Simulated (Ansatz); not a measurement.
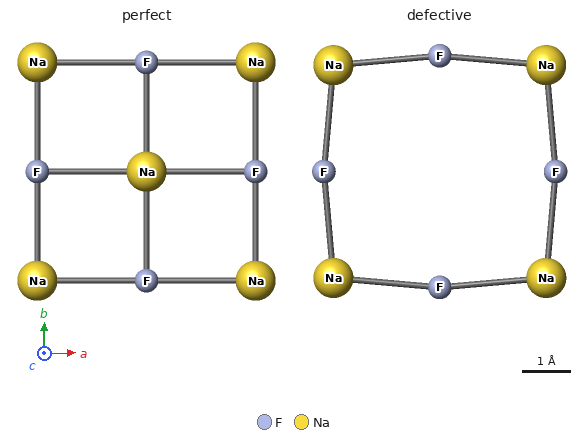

Left: perfect NaF. Right: the same region with one point defect, after relaxing the atoms in a supercell of 64 sites. Style: ball-and-stick. Shown: the atoms within 4.6 Å of one point, in a slice 3.4 Å thick across the line of sight, along the c axis.

All numbers below come from Ansatz 0.2.0, DFT, PBEsol, PAW, plane waves. Settings: plane-wave cutoff 420 eV; k-point mesh 1 × 1 × 1; mesh shifted by (0.25, 0.25, 0.25); no spin polarisation. Fermi-Dirac smearing of 0.01 eV. A uniform background neutralises the charged cell. The axes drawn are those of the host's conventional cell.

Question: What kind of defect was made?

Answer: A sodium atom is taken out (a vacancy).

The charge state of the cell is −1.

Question: What does the relaxation do around it?

Answer: Around the empty Na site the host had 6 F at 2.31 to 2.32 Å; after relaxation the nearest atoms are 6 F at 2.45 to 2.46 Å. Of the host's atoms, a fluorine atom moves furthest from its site, by 0.14 Å.

Limits of the set-up: the cell is charged, on a uniform background, and energies carry no finite-size correction.
